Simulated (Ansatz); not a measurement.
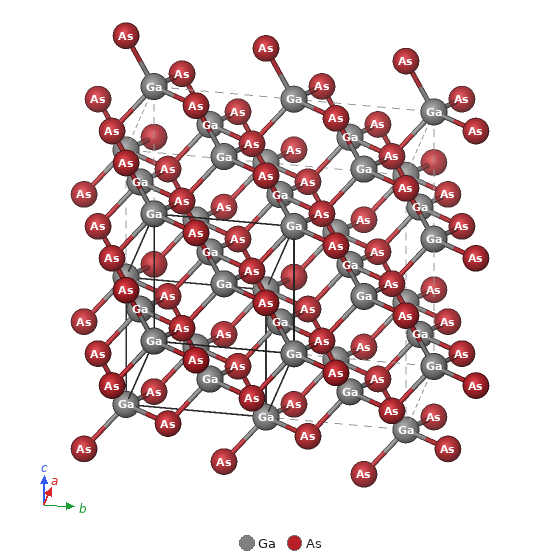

GaAs (space group F-43m, No. 216): a calculation's input that goes back to an entry of the Crystallography Open Database (an earlier step may have relaxed or displaced it).

Bonds are taken as As–Ga below 2.8 Å. Simplification: prune 0- and 1-connected atoms, fold 2-connected ones into links.

What kind of net remains, and which atoms are its nodes?

Answer. A uninodal 4-connected, three-periodic net: Ga and As are 4-connected nodes.

Name the underlying net.

Answer. It is the dia net, known from diamond, zinc blende and cristobalite.

Is the net interpenetrated?

Answer. It is a single net, without interpenetration.

Give the point symbol of each node (shortest cycle at each angle).

Answer. Ga and As: 6⁶.

How many nodes does the smallest cycle have?

Answer. Six.
